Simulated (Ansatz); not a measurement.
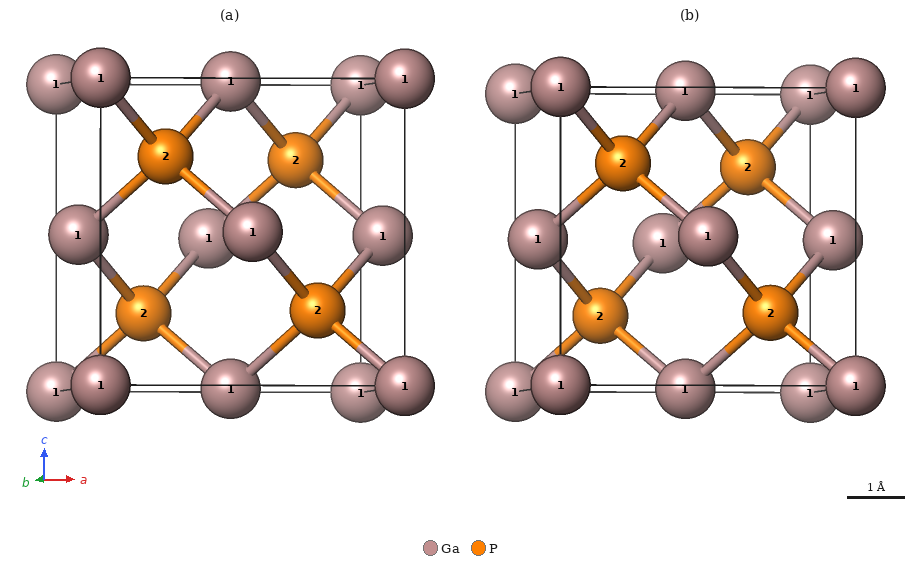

Left: solid GaP (built on the zincblende type) at its r2SCAN-relaxed geometry. Right: the same structure after one change, at the same scale. The picture is a ball-and-stick view of the conventional cell (4 times the calculation's cell), seen from a free direction. Lengths and directions refer to the drawn axes.

All numbers below come from DFT, PBE, plane waves, PAW (Ansatz). Set-up: plane-wave cutoff 420 eV; k-point mesh 8 × 8 × 8; occupations fermi dirac; smearing width 0.02 eV; no spin polarisation.

> What distinguishes the right structure from the left one?

The cell is strained by +2.5 % along b and −3.0 % across it (volume −3.5 %). The atoms and the free axis were relaxed with r2SCAN under that strain, and this is a single point on that geometry.

> And its effect?

It costs 28.3 meV per atom. The pressure goes from 2.5 to 5.8 GPa. The principal stresses (compression positive) are 2.8 GPa along b and 7.3 GPa across it. All forces vanish by symmetry. The band gap: 1.59 eV before, 1.25 eV after. Near-neighbour distances before and after: Ga–P 2.360 → 2.334 Å. The space group (tolerance 0.01 Å) goes from F-43m (No. 216) to I-4m2 (No. 119).
